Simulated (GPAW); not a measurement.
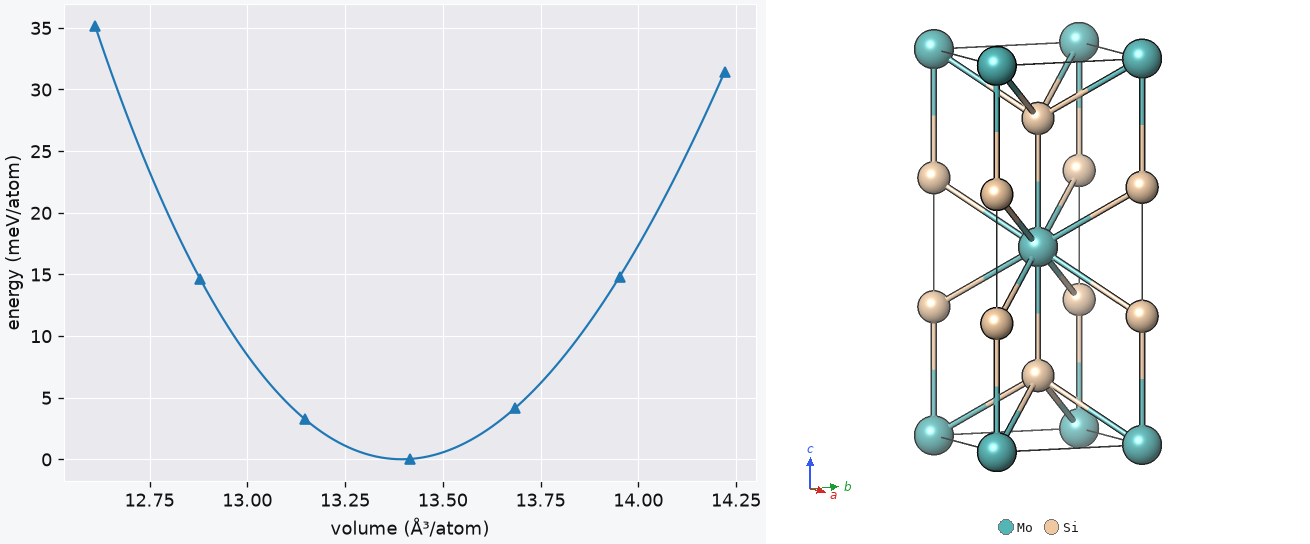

The figure shows the energy against volume for Si₂Mo, space group I4/mmm (No. 139). The conventional cell is drawn beside the plot.

Structure:
```
Mo Si
1.0
    -1.60000    1.60000    3.93050
     1.60000   -1.60000    3.93050
     1.60000    1.60000   -3.93050
Mo Si
1 2
Direct
  0.00000 0.00000 0.00000
  0.66700 0.66700 0.00000
  0.33300 0.33300 0.00000
```

Computed with GPAW 26.7.0: PAW DFT in plane waves, on a grid or in atomic orbitals, no spin polarisation; energies at scaled volumes of the given cell, shape and fractions fixed, counted from the fit's minimum, third-order Birch-Murnaghan fit. Level: r2SCAN.

k mesh 8×8×8; occupations Fermi–Dirac; smearing width 0.05 eV; potentials GPAW PAW data sets (gpaw data 1.2.1); wave cutoff 600 eV; program settings basis pw.

From this curve and the settings, what does the calculation give for the pressure at the same points?

The pressure falls from 15.12 GPa at volume 12.61 Å³/atom to −11.58 GPa at 14.22 Å³/atom, and changes sign near 13.39 Å³/atom.

```json
{"volume (Å³/atom)": "12.61", "pressure (GPa)": "15.12"}
{"volume (Å³/atom)": "12.88", "pressure (GPa)": "9.39"}
{"volume (Å³/atom)": "13.15", "pressure (GPa)": "4.25"}
{"volume (Å³/atom)": "13.42", "pressure (GPa)": "-0.37"}
{"volume (Å³/atom)": "13.68", "pressure (GPa)": "-4.52"}
{"volume (Å³/atom)": "13.95", "pressure (GPa)": "-8.24"}
{"volume (Å³/atom)": "14.22", "pressure (GPa)": "-11.58"}
```

Limits of the calculation: shape and atomic fractions are frozen while scaling, which makes layered, chain and framework solids too stiff.
